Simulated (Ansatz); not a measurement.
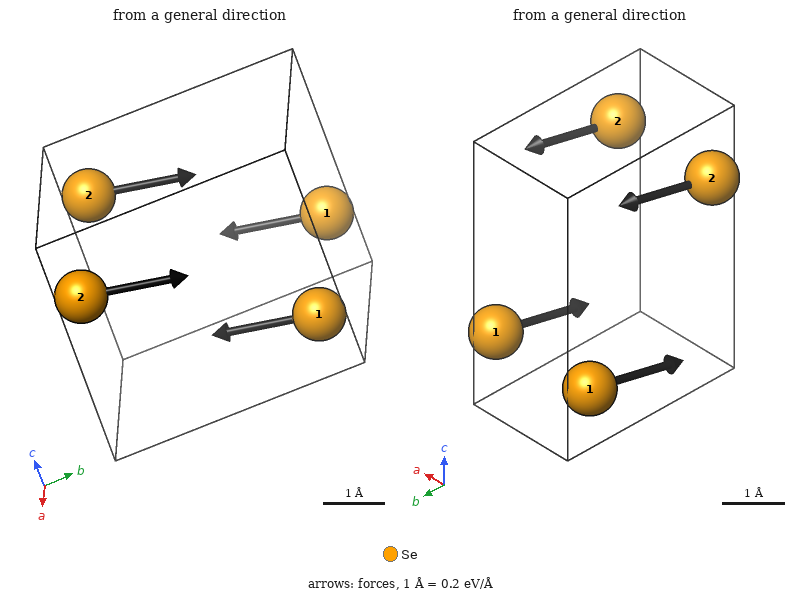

Drawn in the spheres-only manner and seen from two general directions. The lines enclose the cell (the run's own, in a reduced setting); boundary atoms appear with their images. The arrows are the computed forces on the atoms.

System: Se. Run with Ansatz 0.2.0, DFT PBE, scalar-relativistic, plane waves, PAW and these settings: 420 eV cutoff, k-points about 0.16 Å⁻¹ apart, Gaussian smearing of 0.1 eV, no spin polarisation.

> Is the structure at a minimum of the energy?

No. The atoms still feel forces of up to about 0.29 eV/Å, far above a usual threshold of 0.01 to 0.03 eV/Å.

> Which atom is furthest from force balance?

Se1 and Se2, about 0.29 eV/Å.

The cell started as a structure listed in the Materials Project. The cell was then strained or its atoms displaced on purpose. Ansatz was used for an electronic-structure calculation on it.
